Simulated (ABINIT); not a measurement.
## Run report: MoS2, geometry relaxation (part 2 of 4)

MoS2 (P-6m2, 3 atoms in the cell); Kohn-Sham DFT of a periodic cell, LDA, HGH LDA, no spin polarisation (ABINIT 10.8.3); cutoff 1034.03 eV, 8×8×2 k-mesh, fermi-dirac of 0.05 eV. The structure derives from a Materials Project entry.

Geometry of the input (Å; fractional positions):
```
3.1841  0.0000  0.0000
-1.5921  2.7575  0.0000
0.0000  0.0000  17.3346
Mo 0.0000  0.0000  0.0000
S  0.3333  0.6667  0.9105
S  0.3333  0.6667  0.0895
```

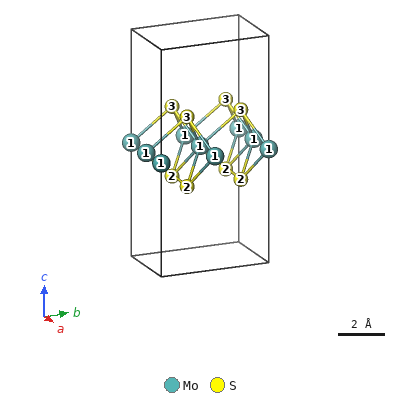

*The structure as given in the input (ball-and-stick view of the 2 × 2 repeat of the cell, with the vacuum cut short, seen slightly off an axis; atoms are numbered from 1 in the order of the input). An atom can appear more than once, as a periodic image.*

Log, continued
```
 Cartesian coordinates (xcart) [bohr]
  0.00000000000000E+00  0.00000000000000E+00  0.00000000000000E+00
  3.68566819525184E-17  3.46880536330880E+00  2.98182229599327E+01
  3.68566819525184E-17  3.46880536330880E+00  2.92870872187240E+00
 Reduced coordinates (xred)
  0.00000000000000E+00  0.00000000000000E+00  0.00000000000000E+00
  3.33333333333333E-01  6.66666666666667E-01  9.10565400437206E-01
  3.33333333333333E-01  6.66666666666667E-01  8.94345995627937E-02
 Cartesian forces (fcart) [Ha/bohr]; max,rms= 7.75363E-04 3.65510E-04 (free atoms)
 -5.97554213098651E-29 -3.44998085781702E-29 -0.00000000000000E+00
  2.98777106549326E-29  1.72499042890851E-29  7.75363253443051E-04
  2.98777106549326E-29  1.72499042890851E-29 -7.75363253443051E-04
 Gradient of E wrt nuclear positions in reduced coordinates (gred)
  3.59019363087252E-28 -5.66531385282062E-44  0.00000000000000E+00
 -1.79509681543626E-28  2.83265692641031E-44 -2.53907674890818E-02
 -1.79509681543626E-28  2.83265692641031E-44  2.53907674890818E-02
 Scale of Primitive Cell (acell) [bohr]
  6.00814713071030E+00  6.00814713079127E+00  3.27469316818052E+01
 Real space primitive translations (rprimd) [bohr]
  6.00814713071030E+00  0.00000000000000E+00  0.00000000000000E+00
 -3.00407356535515E+00  5.20320804496320E+00  0.00000000000000E+00
  0.00000000000000E+00  0.00000000000000E+00  3.27469316818052E+01
 Unitary Cell Volume (ucvol) [Bohr^3]=  1.02372277250384E+03
 Angles (23,13,12)= [degrees]
  9.00000000000000E+01  9.00000000000000E+01  1.19999999999554E+02
 Lengths [Bohr]
  6.00814713071030E+00  6.00814713079127E+00  3.27469316818052E+01
 Stress tensor in cartesian coordinates (strten) [Ha/bohr^3]
  4.29213795342790E-05  0.00000000000000E+00  0.00000000000000E+00
  0.00000000000000E+00  4.29213794960514E-05  0.00000000000000E+00
  0.00000000000000E+00  0.00000000000000E+00  4.40981832824125E-06
 Total energy (etotal) [Ha]= -2.86212055079267E+01

 Difference of energy with previous step (new-old):
           Absolute (Ha)=-1.49618E-04
           Relative     =-5.22755E-06

--- Iteration: ( 3/50) Internal Cycle: (1/1)
--------------------------------------------------------------------------------

---SELF-CONSISTENT-FIELD CONVERGENCE--------------------------------------------

--- !BeginCycle
iteration_state: {dtset: 1, itime: 3, icycle: 1, }
solver: {iscf: 7, nstep: 80, nline: 4, wfoptalg: 0, }
tolerances: {tolvrs: 1.00E-12, }
...

     iter   Etot(hartree)      deltaE(h)  residm     vres2
 ETOT  1  -28.457542762188    -2.846E+01 3.636E-01 2.180E+04
 ETOT  2  -28.537044304515    -7.950E-02 1.639E-02 4.364E+03
 ETOT  3  -28.600734794455    -6.369E-02 9.436E-04 8.453E+03
 ETOT  4  -28.615260637150    -1.453E-02 5.161E-05 5.802E+03
 ETOT  5  -28.619377212555    -4.117E-03 2.502E-05 3.782E+03
 ETOT  6  -28.620830541397    -1.453E-03 1.066E-05 2.195E+03
 ETOT  7  -28.621121535841    -2.910E-04 4.233E-06 1.233E+03
 ETOT  8  -28.621532718056    -4.112E-04 4.195E-06 3.665E+02
 ETOT  9  -28.621580685247    -4.797E-05 2.029E-06 5.511E+01
 ETOT 10  -28.621594880735    -1.420E-05 6.138E-07 6.144E+00
 ETOT 11  -28.621595607119    -7.264E-07 1.228E-07 1.214E-01
 ETOT 12  -28.621595616014    -8.895E-09 1.409E-08 3.371E-03
 ETOT 13  -28.621595667661    -5.165E-08 1.209E-09 1.754E-04
 ETOT 14  -28.621595668656    -9.947E-10 2.958E-10 2.194E-06
 ETOT 15  -28.621595668701    -4.480E-11 1.323E-11 1.404E-06
 ETOT 16  -28.621595668717    -1.650E-11 3.354E-12 2.320E-06
 ETOT 17  -28.621595668718    -1.098E-12 1.904E-13 1.907E-06
 ETOT 18  -28.621595668724    -5.326E-12 2.518E-14 9.858E-07
 ETOT 19  -28.621595668717     6.324E-12 2.989E-14 3.794E-08
 ETOT 20  -28.621595668727    -9.337E-12 4.990E-15 1.292E-09
 ETOT 21  -28.621595668729    -2.554E-12 2.005E-16 5.916E-11
 ETOT 22  -28.621595668736    -6.992E-12 3.394E-17 2.238E-12
 ETOT 23  -28.621595668728     8.541E-12 2.194E-18 2.289E-14

 At SCF step   23       vres2   =  2.29E-14 < tolvrs=  1.00E-12 =>converged.

 Cartesian components of stress tensor (hartree/bohr^3)
  sigma(1 1)=  6.53214826E-06  sigma(3 2)=  0.00000000E+00
  sigma(2 2)=  6.53214822E-06  sigma(3 1)=  0.00000000E+00
  sigma(3 3)= -2.41132740E-05  sigma(2 1)=  0.00000000E+00

--- !ResultsGS
iteration_state: {dtset: 1, itime: 3, icycle: 1, }
comment   : Summary of ground state results
lattice_vectors:
- [  5.9588604,   0.0000000,   0.0000000, ]
- [ -2.9794302,   5.1605245,   0.0000000, ]
- [  0.0000000,   0.0000000,  32.7168211, ]
lattice_lengths: [   5.95886,    5.95886,   32.71682, ]
lattice_angles: [ 90.000,  90.000, 120.000, ] # degrees, (23, 13, 12)
lattice_volume:   1.0060699E+03
convergence: {deltae:  8.541E-12, res2:  2.289E-14, residm:  2.194E-18, diffor: null, }
etotal    :  -2.86215957E+01
entropy   :   0.00000000E+00
fermie    :  -6.34180466E-02
cartesian_stress_tensor: # hartree/bohr^3
- [  6.53214826E-06,   0.00000000E+00,   0.00000000E+00, ]
- [  0.00000000E+00,   6.53214822E-06,   0.00000000E+00, ]
- [  0.00000000E+00,   0.00000000E+00,  -2.41132740E-05, ]
pressure_GPa:   1.0836E-01
xred      :
- [ -7.7517E-29,  -3.8759E-29,   0.0000E+00, Mo]
- [  3.3333E-01,   6.6667E-01,   9.1073E-01,  S]
- [  3.3333E-01,   6.6667E-01,   8.9270E-02,  S]
cartesian_forces: # hartree/bohr
- [ -0.00000000E+00,  -0.00000000E+00,  -0.00000000E+00, ]
- [ -0.00000000E+00,  -0.00000000E+00,  -4.16058590E-03, ]
- [ -0.00000000E+00,  -0.00000000E+00,   4.16058590E-03, ]
force_length_stats: {min:   0.00000000E+00, max:   4.16058590E-03, mean:   2.77372393E-03, }
...

 Integrated electronic density in atomic spheres:
 ------------------------------------------------
 Atom  Sphere_radius  Integrated_density
    1        2.00000          2.94132022
    2        2.00000          3.92095438
    3        2.00000          3.92095438

---OUTPUT-----------------------------------------------------------------------

 Cartesian coordinates (xcart) [bohr]
 -3.46435955892782E-28 -2.00014892388069E-28  0.00000000000000E+00
 -1.10261066721650E-16  3.44034964914461E+00  2.97961973580599E+01
 -1.10261066721650E-16  3.44034964914461E+00  2.92062376211295E+00
 Reduced coordinates (xred)
 -7.75172730648431E-29 -3.87586365313769E-29  0.00000000000000E+00
  3.33333333333333E-01  6.66666666666667E-01  9.10730209656215E-01
  3.33333333333333E-01  6.66666666666667E-01  8.92697903437850E-02
 Cartesian forces (fcart) [Ha/bohr]; max,rms= 4.16059E-03 1.96132E-03 (free atoms)
 -0.00000000000000E+00 -0.00000000000000E+00 -0.00000000000000E+00
 -0.00000000000000E+00 -0.00000000000000E+00 -4.16058589705067E-03
 -0.00000000000000E+00 -0.00000000000000E+00  4.16058589705067E-03
 Gradient of E wrt nuclear positions in reduced coordinates (gred)
  0.00000000000000E+00 -0.00000000000000E+00  0.00000000000000E+00
  0.00000000000000E+00 -0.00000000000000E+00  1.36121144548921E-01
 -0.00000000000000E+00 -0.00000000000000E+00 -1.36121144548921E-01
 Scale of Primitive Cell (acell) [bohr]
  5.95886038801315E+00  5.95886038809345E+00  3.27168211201729E+01
 Real space primitive translations (rprimd) [bohr]
  5.95886038801315E+00  0.00000000000000E+00  0.00000000000000E+00
 -2.97943019400657E+00  5.16052447371691E+00  0.00000000000000E+00
  0.00000000000000E+00  0.00000000000000E+00  3.27168211201729E+01
 Unitary Cell Volume (ucvol) [Bohr^3]=  1.00606989083413E+03
 Angles (23,13,12)= [degrees]
  9.00000000000000E+01  9.00000000000000E+01  1.19999999999554E+02
 Lengths [Bohr]
  5.95886038801315E+00  5.95886038809345E+00  3.27168211201729E+01
 Stress tensor in cartesian coordinates (strten) [Ha/bohr^3]
  6.53214825945990E-06  0.00000000000000E+00  0.00000000000000E+00
  0.00000000000000E+00  6.53214822124155E-06  0.00000000000000E+00
  0.00000000000000E+00  0.00000000000000E+00 -2.41132740224272E-05
 Total energy (etotal) [Ha]= -2.86215956687278E+01

 Difference of energy with previous step (new-old):
           Absolute (Ha)=-3.90161E-04
           Relative     =-1.36318E-05

--- Iteration: ( 4/50) Internal Cycle: (1/1)
--------------------------------------------------------------------------------

---SELF-CONSISTENT-FIELD CONVERGENCE--------------------------------------------

--- !BeginCycle
iteration_state: {dtset: 1, itime: 4, icycle: 1, }
solver: {iscf: 7, nstep: 80, nline: 4, wfoptalg: 0, }
tolerances: {tolvrs: 1.00E-12, }
...

     iter   Etot(hartree)      deltaE(h)  residm     vres2
 ETOT  1  -28.620076738871    -2.862E+01 3.341E+03 2.412E+02
 ETOT  2  -28.620976905210    -9.002E-04 3.806E+00 5.449E+01
 ETOT  3  -28.621353655045    -3.767E-04 2.030E-04 1.038E+02
 ETOT  4  -28.621571751975    -2.181E-04 7.068E-05 6.700E+01
 ETOT  5  -28.621621182688    -4.943E-05 1.873E-05 4.371E+01
 ETOT  6  -28.621636701679    -1.552E-05 1.765E-06 2.530E+01
 ETOT  7  -28.621643251282    -6.550E-06 2.824E-07 1.165E+01
 ETOT  8  -28.621646661453    -3.410E-06 4.593E-08 3.803E+00
 ETOT  9  -28.621647121682    -4.602E-07 1.424E-08 6.128E-01
 ETOT 10  -28.621647245249    -1.236E-07 7.781E-09 2.333E-02
 ETOT 11  -28.621647244404     8.451E-10 2.955E-10 9.459E-04
 ETOT 12  -28.621647246443    -2.039E-09 1.538E-10 1.070E-05
 ETOT 13  -28.621647246648    -2.054E-10 7.436E-12 9.805E-07
 ETOT 14  -28.621647246663    -1.499E-11 1.723E-12 6.729E-08
 ETOT 15  -28.621647246646     1.754E-11 9.122E-14 1.436E-07
 ETOT 16  -28.621647246650    -4.107E-12 5.497E-15 8.443E-08
 ETOT 17  -28.621647246653    -3.411E-12 7.913E-16 4.164E-08
 ETOT 18  -28.621647246666    -1.310E-11 5.387E-16 2.322E-08
 ETOT 19  -28.621647246662     4.526E-12 7.498E-17 1.197E-08
 ETOT 20  -28.621647246666    -3.759E-12 4.985E-17 4.894E-09
 ETOT 21  -28.621647246654     1.200E-11 2.968E-17 8.619E-10
 ETOT 22  -28.621647246659    -5.272E-12 1.680E-17 2.251E-11
 ETOT 23  -28.621647246663    -4.206E-12 2.048E-18 9.992E-14

 At SCF step   23       vres2   =  9.99E-14 < tolvrs=  1.00E-12 =>converged.

 Cartesian components of stress tensor (hartree/bohr^3)
  sigma(1 1)=  3.51142977E-06  sigma(3 2)=  0.00000000E+00
  sigma(2 2)=  3.51142973E-06  sigma(3 1)=  0.00000000E+00
  sigma(3 3)= -2.12269621E-05  sigma(2 1)=  0.00000000E+00

--- !ResultsGS
iteration_state: {dtset: 1, itime: 4, icycle: 1, }
comment   : Summary of ground state results
lattice_vectors:
- [  5.9516064,   0.0000000,   0.0000000, ]
- [ -2.9758032,   5.1542423,   0.0000000, ]
- [  0.0000000,   0.0000000,  32.7355769, ]
lattice_lengths: [   5.95161,    5.95161,   32.73558, ]
lattice_angles: [ 90.000,  90.000, 120.000, ] # degrees, (23, 13, 12)
lattice_volume:   1.0041973E+03
convergence: {deltae: -4.206E-12, res2:  9.992E-14, residm:  2.048E-18, diffor: null, }
etotal    :  -2.86216472E+01
entropy   :   0.00000000E+00
fermie    :  -6.29482849E-02
cartesian_stress_tensor: # hartree/bohr^3
- [  3.51142977E-06,   0.00000000E+00,   0.00000000E+00, ]
- [  0.00000000E+00,   3.51142973E-06,   0.00000000E+00, ]
- [  0.00000000E+00,   0.00000000E+00,  -2.12269621E-05, ]
pressure_GPa:   1.3930E-01
xred      :
- [ -8.1253E-29,  -4.0627E-29,   0.0000E+00, Mo]
- [  3.3333E-01,   6.6667E-01,   9.1063E-01,  S]
- [  3.3333E-01,   6.6667E-01,   8.9372E-02,  S]
cartesian_forces: # hartree/bohr
- [ -0.00000000E+00,  -0.00000000E+00,  -0.00000000E+00, ]
- [ -0.00000000E+00,  -0.00000000E+00,  -3.64986416E-03, ]
- [ -0.00000000E+00,  -0.00000000E+00,   3.64986416E-03, ]
force_length_stats: {min:   0.00000000E+00, max:   3.64986416E-03, mean:   2.43324277E-03, }
...

 Integrated electronic density in atomic spheres:
 ------------------------------------------------
 Atom  Sphere_radius  Integrated_density
    1        2.00000          2.93838962
    2        2.00000          3.92342737
    3        2.00000          3.92342737

---OUTPUT-----------------------------------------------------------------------

 Cartesian coordinates (xcart) [bohr]
 -3.62691594145071E-28 -2.09400089508708E-28  0.00000000000000E+00
  3.79028962632527E-17  3.43616153766950E+00  2.98099213661240E+01
  3.79028962632527E-17  3.43616153766950E+00  2.92565557640012E+00
 Reduced coordinates (xred)
 -8.12534906440490E-29 -4.06267453209295E-29  0.00000000000000E+00
  3.33333333333333E-01  6.66666666666667E-01  9.10627645832029E-01
  3.33333333333333E-01  6.66666666666667E-01  8.93723541679706E-02
 Cartesian forces (fcart) [Ha/bohr]; max,rms= 3.64986E-03 1.72056E-03 (free atoms)
 -0.00000000000000E+00 -0.00000000000000E+00 -0.00000000000000E+00
 -0.00000000000000E+00 -0.00000000000000E+00 -3.64986415638753E-03
 -0.00000000000000E+00 -0.00000000000000E+00  3.64986415638753E-03
 Gradient of E wrt nuclear positions in reduced coordinates (gred)
  0.00000000000000E+00 -0.00000000000000E+00  0.00000000000000E+00
  0.00000000000000E+00 -0.00000000000000E+00  1.19480408921185E-01
 -0.00000000000000E+00 -0.00000000000000E+00 -1.19480408921185E-01
 Scale of Primitive Cell (acell) [bohr]
  5.95160636615063E+00  5.95160636623084E+00  3.27355769425242E+01
 Real space primitive translations (rprimd) [bohr]
  5.95160636615063E+00  0.00000000000000E+00  0.00000000000000E+00
 -2.97580318307532E+00  5.15424230650425E+00  0.00000000000000E+00
  0.00000000000000E+00  0.00000000000000E+00  3.27355769425242E+01
 Unitary Cell Volume (ucvol) [Bohr^3]=  1.00419725634472E+03
 Angles (23,13,12)= [degrees]
  9.00000000000000E+01  9.00000000000000E+01  1.19999999999554E+02
 Lengths [Bohr]
  5.95160636615063E+00  5.95160636623084E+00  3.27355769425242E+01
 Stress tensor in cartesian coordinates (strten) [Ha/bohr^3]
  3.51142977095893E-06  0.00000000000000E+00  0.00000000000000E+00
  0.00000000000000E+00  3.51142973270698E-06  0.00000000000000E+00
  0.00000000000000E+00  0.00000000000000E+00 -2.12269621324538E-05
 Total energy (etotal) [Ha]= -2.86216472466630E+01

 Difference of energy with previous step (new-old):
           Absolute (Ha)=-5.15779E-05
           Relative     =-1.80206E-06

--- Iteration: ( 5/50) Internal Cycle: (1/1)
--------------------------------------------------------------------------------

---SELF-CONSISTENT-FIELD CONVERGENCE--------------------------------------------

--- !BeginCycle
iteration_state: {dtset: 1, itime: 5, icycle: 1, }
solver: {iscf: 7, nstep: 80, nline: 4, wfoptalg: 0, }
tolerances: {tolvrs: 1.00E-12, }
...

     iter   Etot(hartree)      deltaE(h)  residm     vres2
 ETOT  1  -28.615848960279    -2.862E+01 1.963E-02 1.083E+03
 ETOT  2  -28.619742678705    -3.894E-03 7.339E-06 3.062E+02
 ETOT  3  -28.620325226195    -5.825E-04 2.649E-05 5.306E+02
 ETOT  4  -28.621395045994    -1.070E-03 3.624E-06 3.386E+02
 ETOT  5  -28.621626004265    -2.310E-04 1.685E-06 2.196E+02
 ETOT  6  -28.621695907800    -6.990E-05 8.973E-07 1.324E+02
 ETOT  7  -28.621726908478    -3.100E-05 4.683E-07 6.364E+01
 ETOT  8  -28.621746750732    -1.984E-05 3.084E-07 1.922E+01
 ETOT  9  -28.621748903977    -2.153E-06 1.696E-07 2.954E+00
 ETOT 10  -28.621749560008    -6.560E-07 5.289E-08 1.092E-01
 ETOT 11  -28.621749556891     3.117E-09 4.657E-09 4.183E-03
 ETOT 12  -28.621749564809    -7.918E-09 1.372E-09 5.298E-05
 ETOT 13  -28.621749565709    -8.999E-10 1.013E-10 6.195E-06
 ETOT 14  -28.621749565801    -9.216E-11 1.779E-11 2.373E-07
 ETOT 15  -28.621749565799     2.082E-12 8.911E-13 6.722E-07
 ETOT 16  -28.621749565804    -4.498E-12 1.367E-13 3.392E-07
 ETOT 17  -28.621749565808    -4.302E-12 4.135E-15 1.183E-07
 ETOT 18  -28.621749565809    -1.194E-12 3.482E-15 2.663E-08
 ETOT 19  -28.621749565789     2.065E-11 6.902E-16 7.194E-09
 ETOT 20  -28.621749565809    -2.081E-11 9.511E-17 9.456E-10
 ETOT 21  -28.621749565802     6.935E-12 2.963E-17 1.499E-10
 ETOT 22  -28.621749565811    -8.068E-12 4.060E-18 1.873E-11
 ETOT 23  -28.621749565811    -7.709E-13 1.591E-18 1.023E-12
 ETOT 24  -28.621749565812    -5.471E-13 1.502E-19 1.485E-14

 At SCF step   24       vres2   =  1.48E-14 < tolvrs=  1.00E-12 =>converged.

 Cartesian components of stress tensor (hartree/bohr^3)
  sigma(1 1)= -1.15914608E-06  sigma(3 2)=  0.00000000E+00
  sigma(2 2)= -1.15914611E-06  sigma(3 1)=  0.00000000E+00
  sigma(3 3)= -1.56794727E-06  sigma(2 1)=  0.00000000E+00

--- !ResultsGS
iteration_state: {dtset: 1, itime: 5, icycle: 1, }
comment   : Summary of ground state results
lattice_vectors:
- [  5.9309954,   0.0000000,   0.0000000, ]
- [ -2.9654977,   5.1363927,   0.0000000, ]
- [  0.0000000,   0.0000000,  32.8252123, ]
lattice_lengths: [   5.93100,    5.93100,   32.82521, ]
lattice_angles: [ 90.000,  90.000, 120.000, ] # degrees, (23, 13, 12)
lattice_volume:   9.9998470E+02
convergence: {deltae: -5.471E-13, res2:  1.485E-14, residm:  1.502E-19, diffor: null, }
etotal    :  -2.86217496E+01
entropy   :   0.00000000E+00
fermie    :  -6.16764358E-02
cartesian_stress_tensor: # hartree/bohr^3
- [ -1.15914608E-06,   0.00000000E+00,   0.00000000E+00, ]
- [  0.00000000E+00,  -1.15914611E-06,   0.00000000E+00, ]
- [  0.00000000E+00,   0.00000000E+00,  -1.56794727E-06, ]
pressure_GPa:   3.8112E-02
xred      :
- [ -8.2909E-29,  -4.1455E-29,   0.0000E+00, Mo]
- [  3.3333E-01,   6.6667E-01,   9.1014E-01,  S]
- [  3.3333E-01,   6.6667E-01,   8.9862E-02,  S]
cartesian_forces: # hartree/bohr
- [  6.05327329E-29,   3.49485897E-29,  -0.00000000E+00, ]
- [ -3.02663665E-29,  -1.74742948E-29,  -2.66769800E-04, ]
- [ -3.02663665E-29,  -1.74742948E-29,   2.66769800E-04, ]
force_length_stats: {min:   6.98971793E-29, max:   2.66769800E-04, mean:   1.77846533E-04, }
...

 Integrated electronic density in atomic spheres:
 ------------------------------------------------
 Atom  Sphere_radius  Integrated_density
    1        2.00000          2.93465542
    2        2.00000          3.92777106
    3        2.00000          3.92777106

---OUTPUT-----------------------------------------------------------------------
```
